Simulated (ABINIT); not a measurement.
## Al$_{2}$O$_{3}$: geometry relaxation (part 1 of 4)

The run: geometry relaxation of Al$_{2}$O$_{3}$ (R-3c, 10 atoms in the cell). Method and program: Kohn-Sham DFT of a periodic cell, LDA, PseudoDojo NC SR LDA v0.4.1 standard, no spin polarisation (ABINIT 10.8.3).

The structure derives from an entry of the Crystallography Open Database.

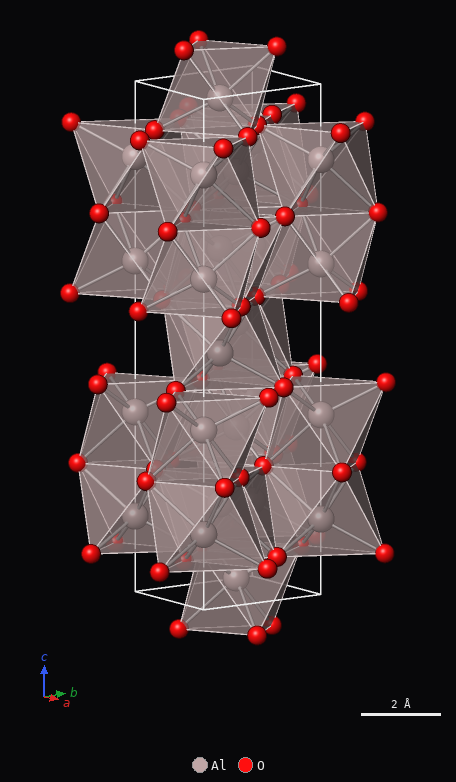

*The structure as given in the input (polyhedral view of the cell 3 times as large as that of the calculation, set on its symmetry axes, seen slightly off an axis; polyhedra are completed across the faces of the cell).*

Results in brief

- outcome: converged
- space group (tolerance 0.01 Å): R-3c (167)
- electrons treated: 48
- free energy: −2971.6291 eV
- Fermi energy: 9.131 eV
- gap on the k-point mesh: 6.60 eV
- pressure: 0.00 GPa
- final volume: 82.56 Å³
- largest force (length of the vector) at the end: 0.003 eV/Å
- final cell: a = 5.080 Å, b = 5.080 Å, c = 5.080 Å, α = 55.29°, β = 55.29°, γ = 55.29°
- hardware: 4 threads of Intel Xeon @ 2.90GHz (Ice Lake), 128 GiB of memory available, shared host
- wall time: 4.3 min (CPU time 16 min)
- peak memory: 0.56 GiB

Input
```
pp_dirpath "./"
pseudos "Al.upf, O.upf"

acell 3*1.0 Angstrom
rprim
     2.3802500000     1.3742379782     4.3318666667
    -2.3802500000     1.3742379782     4.3318666667
     0.0000000000    -2.7484759565     4.3318666667
ntypat 2
znucl 13 8
natom 10
typat 1 1 1 1 2 2 2 2 2 2
xred
     0.3521600000     0.3521600000     0.3521600000
     0.1478400000     0.1478400000     0.1478400000
     0.6478400000     0.6478400000     0.6478400000
     0.8521600000     0.8521600000     0.8521600000
     0.5566800000     0.9433200000     0.2500000000
     0.2500000000     0.5566800000     0.9433200000
     0.9433200000     0.2500000000     0.5566800000
     0.4433200000     0.0566800000     0.7500000000
     0.7500000000     0.4433200000     0.0566800000
     0.0566800000     0.7500000000     0.4433200000
chkprim 0
chksymtnons 0
tolsym 1.0e-6

ecut 42.0

kptopt 1
ngkpt 4 4 4
nshiftk 1
shiftk 0.0 0.0 0.0

ixc 7

nband 30
occopt 3
tsmear 0.00183747

nstep 100
tolvrs 1.0e-10

iomode 3
prtwf 0
prtden 0
prteig 0
prtebands 0
enunit 2

ionmov 2
ntime 60
tolmxf 0.0005
optcell 1
dilatmx 1.08
ecutsm 0.5
```

Launched with:
```bash
mpirun --bind-to none -np 4 abinit run.abi > log 2>&1
```

Log
```
.Version 10.8.3 of ABINIT
 Symmetries : space group R-3 c (#167); Bravais hR (rhombohedral)
================================================================================
 Values of the parameters that define the memory need of the present run
     intxc =       0    ionmov =       2      iscf =       7    lmnmax =       6
     lnmax =       6     mgfft =      64  mpssoang =       3    mqgrid =    3001
     natom =      10  nloc_mem =       1    nspden =       1   nspinor =       1
    nsppol =       1      nsym =      12    n1xccc =    2501    ntypat =       2
    occopt =       3   xclevel =       1
       mpw =        9408          nfft =      262144          nkpt =          13
================================================================================
================================================================================

--------------------------------------------------------------------------------
------------- Echo of variables that govern the present computation ------------
--------------------------------------------------------------------------------
 -outvars: echo values of preprocessed input variables --------
            acell      1.8897261259E+00  1.8897261259E+00  1.8897261259E+00 Bohr
              amu      2.69815390E+01  1.59994000E+01
          chkprim           0
      chksymtnons           0
          dilatmx      1.08000000E+00
             ecut      4.20000000E+01 Hartree
           ecutsm      5.00000000E-01 Hartree
           enunit           2
           ionmov           2
              ixc           7
         kptrlatt        4    0    0      0    4    0      0    0    4
          kptrlen      3.59841649E+01
            natom          10
            nband          30
            ngfft          64      64      64
             nkpt          13
            nstep         100
             nsym          12
            ntime          60
           ntypat           2
           occopt           3
          optcell           1
           prtden           0
        prtebands           0
           prteig           0
            prtwf           0
            rprim      2.3802500000E+00  1.3742379782E+00  4.3318666667E+00
                      -2.3802500000E+00  1.3742379782E+00  4.3318666667E+00
                       0.0000000000E+00 -2.7484759565E+00  4.3318666667E+00
          spgroup         167
           tolmxf      5.00000000E-04
           tolsym      1.00000000E-06
           tolvrs      1.00000000E-10
           tsmear      1.83747000E-03 Hartree
            typat      1  1  1  1  2  2  2  2  2  2
           xangst      2.0794737414E-17 -3.5216138731E-11  4.5765304960E+00
                       7.4761997635E-17 -1.4784026857E-11  1.9212695040E+00
                       3.0244915040E-16 -6.4784074943E-11  8.4190695041E+00
                      -3.3170809654E-16 -8.5216385848E-11  1.1074330496E+01
                      -9.2029986000E-01  1.3742379782E+00  7.5807666667E+00
                      -7.2997507000E-01 -1.4841220470E+00  7.5807666667E+00
                       1.6502749300E+00  1.0988406868E-01  7.5807666667E+00
                       9.2029986000E-01 -1.3742379783E+00  5.4148333334E+00
                       7.2997507000E-01  1.4841220469E+00  5.4148333334E+00
                      -1.6502749300E+00 -1.0988406878E-01  5.4148333334E+00
            xcart      3.9296358573E-17 -6.6548857413E-11  8.6483892444E+00
                       1.4127970016E-16 -2.7937761798E-11  3.6306731766E+00
                       5.7154606127E-16 -1.2242415896E-10  1.5909735598E+01
                      -6.2683745620E-16 -1.6103563069E-10  2.0927451665E+01
                      -1.7391146891E+00  2.5969334106E+00  1.4325572825E+01
                      -1.3794529610E+00 -2.8045842063E+00  1.4325572825E+01
                       3.1185676502E+00  2.0765079541E-01  1.4325572825E+01
                       1.7391146891E+00 -2.5969334108E+00  1.0232552018E+01
                       1.3794529610E+00  2.8045842061E+00  1.0232552018E+01
                      -3.1185676502E+00 -2.0765079560E-01  1.0232552018E+01
             xred      3.5216000000E-01  3.5216000000E-01  3.5216000000E-01
                       1.4784000000E-01  1.4784000000E-01  1.4784000000E-01
                       6.4784000000E-01  6.4784000000E-01  6.4784000000E-01
                       8.5216000000E-01  8.5216000000E-01  8.5216000000E-01
                       5.5668000000E-01  9.4332000000E-01  2.5000000000E-01
                       2.5000000000E-01  5.5668000000E-01  9.4332000000E-01
                       9.4332000000E-01  2.5000000000E-01  5.5668000000E-01
                       4.4332000000E-01  5.6680000000E-02  7.5000000000E-01
                       7.5000000000E-01  4.4332000000E-01  5.6680000000E-02
                       5.6680000000E-02  7.5000000000E-01  4.4332000000E-01
            znucl       13.00000    8.00000

================================================================================

 chkinp: Checking input parameters for consistency.

================================================================================
== DATASET  1 ==================================================================

--- !DatasetInfo
iteration_state: {dtset: 1, }
dimensions: {natom: 10, nkpt: 13, mband: 30, nsppol: 1, nspinor: 1, nspden: 1, mpw: 9408, }
cutoff_energies: {ecut:  42.0, pawecutdg:  -1.0, }
electrons: {nelect:   4.80000000E+01, charge:   0.00000000E+00, occopt:   3.00000000E+00, tsmear:   1.83747000E-03, }
meta: {optdriver: 0, ionmov: 2, optcell: 1, iscf: 7, paral_kgb: 0, }
...

 Exchange-correlation functional for the present dataset will be:
  LDA: Perdew-Wang 92 LSD fit to Ceperley-Alder data - ixc=7
  J.P.Perdew and Y.Wang, PRB 45, 13244 (1992)

 Real(R)+Recip(G) space primitive vectors, cartesian coordinates (Bohr,Bohr^-1):
 R(1)=  4.4980206  2.5969334  8.1860416  G(1)=  0.1111600  0.0641783  0.0407197
 R(2)= -4.4980206  2.5969334  8.1860416  G(2)= -0.1111600  0.0641783  0.0407197
 R(3)=  0.0000000 -5.1938668  8.1860416  G(3)=  0.0000000 -0.1283565  0.0407197
 Unit cell volume ucvol=  5.7372986E+02 bohr^3
 Angles (23,13,12)=  5.52866708E+01  5.52866708E+01  5.52866708E+01 degrees

 getcut: wavevector=  0.0000  0.0000  0.0000  ngfft=  64  64  64
         ecut(hartree)=     48.989   => boxcut(ratio)=   2.09534

--- Pseudopotential description ------------------------------------------------
- pspini: atom type   1  psp file is ./Al.upf
12 -1012 2 -1 1854                            pspcod,pspxc,lmax,lloc,mmax
     nproj     2     2     2

- pspini: atom type   2  psp file is ./O.upf
12 -1012 2 -1 926                             pspcod,pspxc,lmax,lloc,mmax
     nproj     2     2     1

   1.91765189E+03                                ecore*ucvol(ha*bohr**3)
--------------------------------------------------------------------------------

================================================================================

=== [ionmov= 2] Broyden-Fletcher-Goldfarb-Shanno method (forces)
================================================================================

--- Iteration: ( 1/60) Internal Cycle: (1/1)
--------------------------------------------------------------------------------

---SELF-CONSISTENT-FIELD CONVERGENCE--------------------------------------------

--- !BeginCycle
iteration_state: {dtset: 1, itime: 1, icycle: 1, }
solver: {iscf: 7, nstep: 100, nline: 4, wfoptalg: 0, }
tolerances: {tolvrs: 1.00E-10, }
...

     iter   Etot(hartree)      deltaE(h)  residm     vres2
 ETOT  1  -108.63545057798    -1.086E+02 1.817E-01 2.615E+03
 ETOT  2  -108.77665557696    -1.412E-01 1.692E-02 2.169E+03
 ETOT  3  -109.20051756992    -4.239E-01 1.338E-02 1.358E+01
 ETOT  4  -109.20318709237    -2.670E-03 3.683E-03 7.952E-02
 ETOT  5  -109.20320095793    -1.387E-05 2.019E-03 1.489E-03
 ETOT  6  -109.20320109269    -1.348E-07 1.414E-03 2.537E-05
 ETOT  7  -109.20320109407    -1.376E-09 7.395E-04 2.703E-06
 ETOT  8  -109.20320109438    -3.082E-10 8.242E-04 1.732E-08
 ETOT  9  -109.20320109438    -4.391E-12 4.436E-04 6.189E-10
 ETOT 10  -109.20320109438    -7.105E-14 5.598E-04 3.930E-12

 At SCF step   10       vres2   =  3.93E-12 < tolvrs=  1.00E-10 =>converged.

 Cartesian components of stress tensor (hartree/bohr^3)
  sigma(1 1)=  2.42976932E-04  sigma(3 2)=  4.66990616E-14
  sigma(2 2)=  2.42976932E-04  sigma(3 1)=  0.00000000E+00
  sigma(3 3)=  2.47721848E-04  sigma(2 1)=  0.00000000E+00

--- !ResultsGS
iteration_state: {dtset: 1, itime: 1, icycle: 1, }
comment   : Summary of ground state results
lattice_vectors:
- [  4.4980206,   2.5969334,   8.1860416, ]
- [ -4.4980206,   2.5969334,   8.1860416, ]
- [  0.0000000,  -5.1938668,   8.1860416, ]
lattice_lengths: [   9.69472,    9.69472,    9.69472, ]
lattice_angles: [ 55.287,  55.287,  55.287, ] # degrees, (23, 13, 12)
lattice_volume:   5.7372986E+02
convergence: {deltae: -7.105E-14, res2:  3.930E-12, residm:  5.598E-04, diffor: null, }
etotal    :  -1.09203201E+02
entropy   :   0.00000000E+00
fermie    :   3.20076083E-01
cartesian_stress_tensor: # hartree/bohr^3
- [  2.42976932E-04,   0.00000000E+00,   0.00000000E+00, ]
- [  0.00000000E+00,   2.42976932E-04,   4.66990616E-14, ]
- [  0.00000000E+00,   4.66990616E-14,   2.47721848E-04, ]
pressure_GPa:  -7.1952E+00
xred      :
- [  3.5216E-01,   3.5216E-01,   3.5216E-01, Al]
- [  1.4784E-01,   1.4784E-01,   1.4784E-01, Al]
- [  6.4784E-01,   6.4784E-01,   6.4784E-01, Al]
- [  8.5216E-01,   8.5216E-01,   8.5216E-01, Al]
- [  5.5668E-01,   9.4332E-01,   2.5000E-01,  O]
- [  2.5000E-01,   5.5668E-01,   9.4332E-01,  O]
- [  9.4332E-01,   2.5000E-01,   5.5668E-01,  O]
- [  4.4332E-01,   5.6680E-02,   7.5000E-01,  O]
- [  7.5000E-01,   4.4332E-01,   5.6680E-02,  O]
- [  5.6680E-02,   7.5000E-01,   4.4332E-01,  O]
cartesian_forces: # hartree/bohr
- [ -1.28772697E-19,  -1.69617186E-19,  -1.05440988E-03, ]
- [  2.26769980E-20,  -2.69886316E-19,   1.05440988E-03, ]
- [ -1.94163437E-19,   1.69617186E-19,   1.05440988E-03, ]
- [  6.40591758E-20,   2.69886316E-19,  -1.05440988E-03, ]
- [ -2.61002640E-03,   5.21275214E-20,  -2.68231658E-20, ]
- [  1.30501320E-03,  -2.26034917E-03,  -1.73933148E-14, ]
- [  1.30501320E-03,   2.26034917E-03,   1.73933007E-14, ]
- [  2.61002640E-03,   5.92040123E-20,   8.33331311E-20, ]
- [ -1.30501320E-03,   2.26034917E-03,   1.73933007E-14, ]
- [ -1.30501320E-03,  -2.26034917E-03,  -1.73933148E-14, ]
force_length_stats: {min:   1.05440988E-03, max:   2.61002640E-03, mean:   1.98777979E-03, }
...

 Integrated electronic density in atomic spheres:
 ------------------------------------------------
 Atom  Sphere_radius  Integrated_density
    1        2.00000          1.10136560
    2        2.00000          1.10136560
    3        2.00000          1.10136560
    4        2.00000          1.10136560
    5        2.00000          6.42833927
    6        2.00000          6.42833927
    7        2.00000          6.42833927
    8        2.00000          6.42833927
    9        2.00000          6.42833927
   10        2.00000          6.42833927

---OUTPUT-----------------------------------------------------------------------
```
